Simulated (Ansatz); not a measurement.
Run report: Sn$_{16}$Se$_{15}$, geometry relaxation (part 2 of 5)

Sn$_{16}$Se$_{15}$ (defect cell, 31 atoms in the cell); DFT PBE, scalar-relativistic, plane waves, PAW, no spin polarisation (Ansatz 0.2.0); cutoff 420 eV, 2×2×2 k-mesh, Gaussian smearing of 0.02 eV. The structure derives from a Materials Project entry. It belongs to a series of runs on one base structure; here: Se vacancy (site b), charge +0, atoms relaxed at the host's cell.

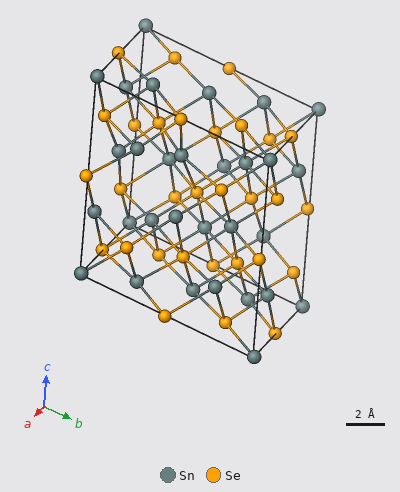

Figure 1. The geometry at step 18 of the log (ball-and-stick view of the cell of the calculation, seen slightly off an axis).

The program's output, continued
```
SCF iter   1: F=—  HF=-178435.178463 eV  |F-HF|=—  |Δ(HF+E_count)|=         —  Δρ=4.41e-4  dr2=1.30e-3  ethr=4.07e-6  ⟨swp⟩=3.0  Hψ=1662  notcnv=0  defer=169
preconditioner: auto → Resta (q_TF=auto, 2.447 Å⁻¹)  ε∞=2.8  [insulator: Δε(μ)=0.482 eV  Ē_g=16.659 eV  σ=0.020 eV  W_gap=1.00  n_scr=224 (ndim 8)  ℏωp=22.0 eV  f_vac=0.034  D(μ)=0.00/eV (n_scr^D=0)  ε∞_Penn≈2.8]
SCF iter   2: F=—  HF=-178435.178194 eV  |F-HF|=—  |Δ(HF+E_count)|=   2.70e-4  Δρ=2.07e-4  dr2=2.47e-4  ethr=2.79e-7  ⟨swp⟩=2.0  Hψ=1458  notcnv=0  defer=169
SCF iter   3: F=—  HF=-178435.178189 eV  |F-HF|=—  |Δ(HF+E_count)|=   4.67e-6  Δρ=5.31e-5  dr2=4.15e-5  ethr=5.32e-8  ⟨swp⟩=2.0  Hψ=1875  notcnv=0  defer=169
SCF iter   4: F=—  HF=-178435.178129 eV  |F-HF|=—  |Δ(HF+E_count)|=   5.96e-5  Δρ=2.07e-5  dr2=8.04e-6  ethr=8.95e-9  ⟨swp⟩=2.0  Hψ=1791  notcnv=0  defer=169
SCF iter   5: F=—  HF=-178435.178129 eV  |F-HF|=—  |Δ(HF+E_count)|=   1.07e-7  Δρ=6.51e-6  dr2=5.84e-7  ethr=1.73e-9  ⟨swp⟩=2.0  Hψ=1795  notcnv=0  defer=169
SCF iter   6: F=-178435.178129 eV  HF=-178435.178129 eV  |F-HF|=7.80e-9  |Δ(HF+E_count)|=   6.05e-8  Δρ=2.23e-6  dr2=7.22e-8  ethr=2.16e-11  ⟨swp⟩=14.8  Hψ=10198  notcnv=0
SCF 18 converged in 6 iterations: F = -178435.178129 eV  dr2 = 7.22e-8
relax step  18: F+E_penalty+E_count = -178435.17812942 eV  Δ(F+E_penalty+E_count) = -1.101e-3 eV  max|allowed force component| = 9.528e-3 eV/Å  Δτ_max = 0.0106 Å  (6 SCF iters, accepted)
SCF converged after 6 iterations
Free energy (F): -178435.178129 eV
Harris-Foulkes:  -178435.178129 eV  (|F-HF|=7.80e-9)
Internal energy: -178435.178129 eV  (E = F + TS)
E sigma→0 (E₀):  -178435.178129 eV
Fermi energy:    8.665544 eV
--- Per-component energies (eV) ---
  E_band       = -7533.286382
  E_kinetic    = 4732.618439
  E_local      = -53669.742235  (includes V_loc(G=0)·N_el)
  E_nonlocal   = -9461.592911
  E_hartree    = 28094.367660
  E_xc         = -7694.613952
  E_vxc        = -3015.521311  (∫ρ·V_xc dr)
  E_paw        = -94793.329527  (= ΣΔE_a)
  E_vpaw       = -2307.774363  (= ΣTr[D̂ρ^β])
  E_aug_tail   = -0.008842  (compensation charges beyond the density's cutoff)
  E_ewald      = -45642.876762
  E_smearing   = -0.000000  (= −TS)
  E_closure    = 0.000000  (closes the sum)
  Σ components = -178435.178129   (vs F -178435.178129, Δ=0.00e0)
--- Forces (eV/Å), atoms counted from 1 ---
  atom   1  Sn     0.00173797    -0.00363116     0.00219255
  atom   2  Sn     0.00322563     0.00213848    -0.00053690
  atom   3  Sn    -0.00085877    -0.00393791     0.00474354
  atom   4  Sn    -0.00069457    -0.00738255    -0.00287211
  atom   5  Sn     0.00610514     0.00074644    -0.00224696
  atom   6  Sn    -0.00157288    -0.00243322     0.00107472
  atom   7  Sn     0.00481451    -0.00851383    -0.00584800
  atom   8  Sn    -0.00525446    -0.00139877    -0.00089837
  atom   9  Sn     0.00546881    -0.00103475     0.00505822
  atom  10  Sn     0.00006423    -0.00823835    -0.00467507
  atom  11  Sn    -0.00829796     0.00314543    -0.00666921
  atom  12  Sn     0.00331627    -0.00576238     0.00046387
  atom  13  Sn    -0.00282491     0.00067666     0.00545734
  atom  14  Sn     0.00354440     0.00053617     0.00068209
  atom  15  Sn    -0.00140103    -0.00807204     0.00619793
  atom  16  Sn     0.00458564     0.00291312     0.00632620
  atom  17  Se    -0.00086822     0.00863399    -0.00857057
  atom  18  Se    -0.00040360     0.00373239    -0.00225477
  atom  19  Se    -0.00074648     0.00151398     0.00344523
  atom  20  Se    -0.00041451    -0.00394817     0.00204746
  atom  21  Se     0.00318635     0.00360344    -0.00726498
  atom  22  Se    -0.00734210    -0.00583540    -0.00341703
  atom  23  Se     0.00376211     0.00518682    -0.00059468
  atom  24  Se    -0.00326237    -0.00233955    -0.00300526
  atom  25  Se     0.00514191     0.00661682     0.00515989
  atom  26  Se     0.00223759     0.00457702    -0.00394074
  atom  27  Se    -0.00494142     0.00610232     0.00120813
  atom  28  Se     0.00218836     0.00153036    -0.00134019
  atom  29  Se    -0.00124086    -0.00294198     0.00492390
  atom  30  Se     0.00028358     0.00911578    -0.00123557
  atom  31  Se    -0.00952802     0.00471817     0.00640738
  max |Σ_I F_I| component: 1.80e-5 eV/Å
--- Band table (eV) ---
  k-point 0: bands = ["-39.3459", "-39.3436", "-39.3402", "-39.3402", "-39.3374", "-39.3333", "-39.3330", "-39.3313", "-39.3262", "-39.3243", ... 69 levels left out ..., "-13.2562", "-13.2323", "-13.2309", "-13.2303", "-13.2267", "-13.2237", "-13.2230", "-13.2216", "-13.2195", "-13.2188", "-13.2169", "-13.2155", "-13.2143", "-13.2127", "-13.2093", "-13.2091", "-13.1823", "-13.1779", "-13.1760", "-13.1722", "-13.1673", "-13.1659", "-13.1531", "-13.1525", "-13.1522", "-13.1471", "-13.1459", "-13.1446", "-13.1423",
      "-13.1402", "-13.1400", "-13.1392", "-13.1384", "-13.1379", "-13.1370", "-13.1360", "-13.1354", "-13.1351", "-13.1345", "-13.1337", "-13.1325", "-13.1319", "-13.1312", "-13.1304", "-13.1296", "-13.1283", "-13.1267", "-13.1258", "-13.1255", "-13.1246", "-13.1237", "-13.1226", "-13.1216", "-13.1213", "-13.1200", "-13.1194", "-13.1190", "-13.1183", "-13.1177", "-13.1169", "-13.1156", "-13.0424", "-13.0368", "-13.0172", "-13.0047", "-13.0026", "-12.9997", "-12.9885", "-12.9861",
      "-12.9817", "-12.9665", "-12.9424", "-12.9361", "-12.9306", "-12.9296", "-12.9232", "-5.0692", "-5.0132", "-5.0096", "-4.9520", "-4.4939", "-4.4772", "-4.4022", "-4.3912", "-4.3768", "-4.3470", "-4.3281", "-4.3170", "-4.2764", "-4.2564", "-4.2515", "0.6649", "1.0535", "1.1182", "1.1255", "1.1729", "1.1757", "1.1922", "1.2105", "1.2153", "1.2258", "1.3902", "1.6288", "1.6343", "1.8556", "1.9004", "1.9106", "4.2980", "4.3179",
      "4.3453", "4.4207", "4.4455", "4.4822", "4.4934", "4.5057", "4.7383", "4.8052", "4.8167", "4.8661", "5.3677", "5.3706", "5.4349", "5.4701", "5.4994", "5.5250", "5.5435", "5.5621", "5.5725", "5.5954", "5.7840", "5.8410", "5.9758", "6.0177", "6.0668", "6.2081", "6.2560", "6.3087", "6.3334", "6.3902", "6.4040", "6.4396", "6.4550", "6.4667", "6.5280", "6.5517", "6.6374", "6.8470", "6.8734", "6.9139",
      "7.2733", "7.2937", "7.3018", "8.4245", "9.5050", "9.5273", "10.1289", "10.4970", "10.5295", "10.5556", "10.5626", "10.7497", "10.7949", "10.8214", "10.8441", "10.8779", "10.9569", "10.9912", "11.0235", "11.0934", "11.1129", "11.1494", "11.1947", "11.2377", "11.2936", "11.3341", "11.3540", "11.5168", "11.5448", "11.5627", "11.6815", "11.7232", "11.7706", "11.7857", "11.8116", "11.8388", "11.9338", "11.9584", "11.9767", "12.1947",
      "12.2284", "12.2372", "12.5653", "12.6903", "12.6977", "12.7627", "12.7820", "12.8596", "12.8669", "12.9302", "12.9555"]
  k-point 1: bands = ["-39.3459", "-39.3436", "-39.3402", "-39.3402", "-39.3374", "-39.3333", "-39.3330", "-39.3313", "-39.3262", "-39.3243", ... 69 levels left out ..., "-13.2562", "-13.2325", "-13.2312", "-13.2301", "-13.2268", "-13.2235", "-13.2228", "-13.2215", "-13.2195", "-13.2187", "-13.2169", "-13.2155", "-13.2143", "-13.2127", "-13.2093", "-13.2091", "-13.1823", "-13.1780", "-13.1759", "-13.1722", "-13.1673", "-13.1660", "-13.1570", "-13.1516", "-13.1484", "-13.1463", "-13.1454", "-13.1434", "-13.1428",
      "-13.1413", "-13.1409", "-13.1400", "-13.1390", "-13.1384", "-13.1371", "-13.1359", "-13.1352", "-13.1349", "-13.1341", "-13.1335", "-13.1326", "-13.1315", "-13.1309", "-13.1304", "-13.1294", "-13.1286", "-13.1267", "-13.1261", "-13.1255", "-13.1245", "-13.1236", "-13.1229", "-13.1221", "-13.1213", "-13.1198", "-13.1193", "-13.1189", "-13.1183", "-13.1179", "-13.1172", "-13.1152", "-13.0424", "-13.0368", "-13.0172", "-13.0047", "-13.0026", "-12.9997", "-12.9885", "-12.9861",
      "-12.9817", "-12.9665", "-12.9425", "-12.9361", "-12.9306", "-12.9296", "-12.9232", "-5.2441", "-4.9107", "-4.8721", "-4.6994", "-4.6646", "-4.6148", "-4.5512", "-4.5111", "-4.3863", "-4.3195", "-4.2968", "-4.2845", "-4.2336", "-4.1979", "-4.1778", "0.5816", "0.6988", "0.8433", "0.8923", "1.1054", "1.1928", "1.2097", "1.2725", "1.4301", "1.6134", "1.6664", "1.7538", "1.8241", "2.0563", "2.1020", "2.5876", "3.3494", "3.4081",
      "3.8550", "3.9464", "4.2450", "4.2714", "4.4176", "4.6290", "4.7340", "4.7758", "4.8669", "5.0474", "5.0648", "5.1056", "5.1464", "5.1703", "5.2757", "5.3071", "5.4434", "5.5103", "5.5934", "5.6377", "5.8118", "5.9723", "6.0410", "6.0858", "6.1000", "6.1505", "6.2383", "6.3103", "6.3635", "6.5351", "6.6976", "6.8985", "6.9212", "7.0725", "7.2596", "7.3443", "7.4173", "7.5834", "7.6082", "7.7137",
      "7.9263", "7.9656", "8.1444", "8.2168", "8.9066", "9.0118", "9.2480", "9.3961", "9.6027", "9.6588", "9.7409", "9.8261", "9.8792", "9.9109", "10.0179", "10.0609", "10.1163", "10.1631", "10.2173", "10.6274", "10.7571", "10.9027", "10.9624", "11.3174", "11.3851", "11.4840", "11.5530", "11.5946", "11.6609", "11.7811", "11.8345", "11.9329", "11.9821", "12.1464", "12.2038", "12.2464", "12.3000", "12.3417", "12.3939", "12.4264",
      "12.4498", "12.5307", "12.6019", "12.7940", "12.8025", "12.9250", "13.0003", "13.1109", "13.1828", "13.4307", "13.6363"]
  k-point 2: bands = ["-39.3459", "-39.3436", "-39.3402", "-39.3402", "-39.3374", "-39.3333", "-39.3330", "-39.3313", "-39.3262", "-39.3243", ... 69 levels left out ..., "-13.2562", "-13.2325", "-13.2309", "-13.2303", "-13.2269", "-13.2240", "-13.2229", "-13.2212", "-13.2195", "-13.2186", "-13.2169", "-13.2155", "-13.2143", "-13.2127", "-13.2093", "-13.2091", "-13.1823", "-13.1780", "-13.1759", "-13.1722", "-13.1673", "-13.1660", "-13.1570", "-13.1517", "-13.1485", "-13.1466", "-13.1449", "-13.1434", "-13.1427",
      "-13.1414", "-13.1408", "-13.1403", "-13.1389", "-13.1384", "-13.1369", "-13.1363", "-13.1356", "-13.1347", "-13.1340", "-13.1333", "-13.1324", "-13.1316", "-13.1309", "-13.1302", "-13.1293", "-13.1284", "-13.1267", "-13.1261", "-13.1254", "-13.1245", "-13.1236", "-13.1228", "-13.1220", "-13.1213", "-13.1205", "-13.1196", "-13.1192", "-13.1183", "-13.1174", "-13.1167", "-13.1154", "-13.0424", "-13.0368", "-13.0172", "-13.0047", "-13.0026", "-12.9997", "-12.9885", "-12.9861",
      "-12.9817", "-12.9665", "-12.9425", "-12.9361", "-12.9306", "-12.9296", "-12.9232", "-5.2391", "-4.9315", "-4.8701", "-4.6981", "-4.6591", "-4.6066", "-4.5523", "-4.4956", "-4.3857", "-4.3279", "-4.3007", "-4.2892", "-4.2403", "-4.1988", "-4.1691", "0.5804", "0.6829", "0.8524", "0.9017", "1.0978", "1.1952", "1.2275", "1.2638", "1.4394", "1.5941", "1.6573", "1.7634", "1.8317", "2.0496", "2.0960", "2.5826", "3.3633", "3.4245",
      "3.8369", "3.9765", "4.2636", "4.3130", "4.4036", "4.6057", "4.7361", "4.7531", "4.8380", "5.0275", "5.0791", "5.1193", "5.1403", "5.1656", "5.2310", "5.3213", "5.4216", "5.5587", "5.5940", "5.6554", "5.8039", "5.9649", "6.0277", "6.0730", "6.0857", "6.1375", "6.2348", "6.3055", "6.3594", "6.5381", "6.7111", "6.8958", "6.9376", "7.0605", "7.2605", "7.3387", "7.4736", "7.5780", "7.6056", "7.7242",
      "7.9150", "7.9770", "8.1524", "8.2131", "8.9427", "8.9902", "9.2351", "9.4116", "9.5456", "9.6648", "9.7622", "9.8267", "9.8844", "9.9140", "10.0282", "10.0573", "10.1402", "10.2004", "10.2761", "10.6242", "10.7480", "10.8795", "10.9446", "11.2974", "11.3613", "11.4796", "11.5288", "11.6021", "11.6894", "11.7787", "11.8371", "11.9322", "11.9554", "12.1012", "12.1822", "12.2221", "12.2627", "12.3423", "12.3574", "12.4273",
      "12.4464", "12.5476", "12.5787", "12.7775", "12.8140", "12.9235", "13.0287", "13.1059", "13.2201", "13.4296", "13.6718"]
  k-point 3: bands = ["-39.3459", "-39.3436", "-39.3402", "-39.3402", "-39.3374", "-39.3333", "-39.3330", "-39.3313", "-39.3262", "-39.3243", ... 69 levels left out ..., "-13.2562", "-13.2324", "-13.2313", "-13.2301", "-13.2267", "-13.2241", "-13.2228", "-13.2213", "-13.2195", "-13.2185", "-13.2169", "-13.2154", "-13.2143", "-13.2127", "-13.2093", "-13.2091", "-13.1824", "-13.1779", "-13.1759", "-13.1722", "-13.1673", "-13.1660", "-13.1568", "-13.1516", "-13.1488", "-13.1473", "-13.1453", "-13.1429", "-13.1425",
      "-13.1411", "-13.1406", "-13.1394", "-13.1389", "-13.1381", "-13.1371", "-13.1366", "-13.1361", "-13.1350", "-13.1340", "-13.1335", "-13.1325", "-13.1317", "-13.1306", "-13.1300", "-13.1292", "-13.1284", "-13.1267", "-13.1261", "-13.1255", "-13.1245", "-13.1238", "-13.1224", "-13.1217", "-13.1212", "-13.1202", "-13.1196", "-13.1193", "-13.1185", "-13.1180", "-13.1174", "-13.1147", "-13.0424", "-13.0368", "-13.0172", "-13.0047", "-13.0026", "-12.9997", "-12.9885", "-12.9861",
      "-12.9817", "-12.9665", "-12.9425", "-12.9361", "-12.9306", "-12.9296", "-12.9232", "-5.2352", "-4.9296", "-4.8946", "-4.6843", "-4.6535", "-4.6137", "-4.5223", "-4.5026", "-4.3946", "-4.3315", "-4.3101", "-4.2875", "-4.2393", "-4.1949", "-4.1704", "0.5733", "0.6773", "0.8756", "0.8974", "1.0935", "1.2046", "1.2282", "1.2539", "1.4335", "1.5867", "1.6616", "1.7702", "1.8364", "2.0410", "2.1014", "2.5723", "3.3544", "3.4390",
      "3.8718", "3.9498", "4.2844", "4.3503", "4.4179", "4.5986", "4.7160", "4.7461", "4.8205", "5.0433", "5.0741", "5.1072", "5.1302", "5.1685", "5.2046", "5.3230", "5.4351", "5.5121", "5.6021", "5.6765", "5.8008", "5.9587", "6.0028", "6.0579", "6.0692", "6.1049", "6.2311", "6.3270", "6.4046", "6.5450", "6.7211", "6.8745", "6.9511", "7.0454", "7.2505", "7.4020", "7.4847", "7.5725", "7.5954", "7.7351",
      "7.9505", "7.9800", "8.1660", "8.2248", "8.9466", "8.9671", "9.1997", "9.4232", "9.5516", "9.6254", "9.7367", "9.8038", "9.8781", "9.9189", "10.0362", "10.0664", "10.1284", "10.1866", "10.2817", "10.6186", "10.7806", "10.8930", "10.9494", "11.3171", "11.3884", "11.5059", "11.5722", "11.6099", "11.7475", "11.8116", "11.8894", "11.9199", "11.9633", "12.0582", "12.1436", "12.1833", "12.2290", "12.2527", "12.2958", "12.3584",
      "12.4056", "12.5505", "12.5673", "12.7803", "12.8521", "12.9566", "13.0359", "13.1146", "13.2723", "13.4338", "13.6201"]
```
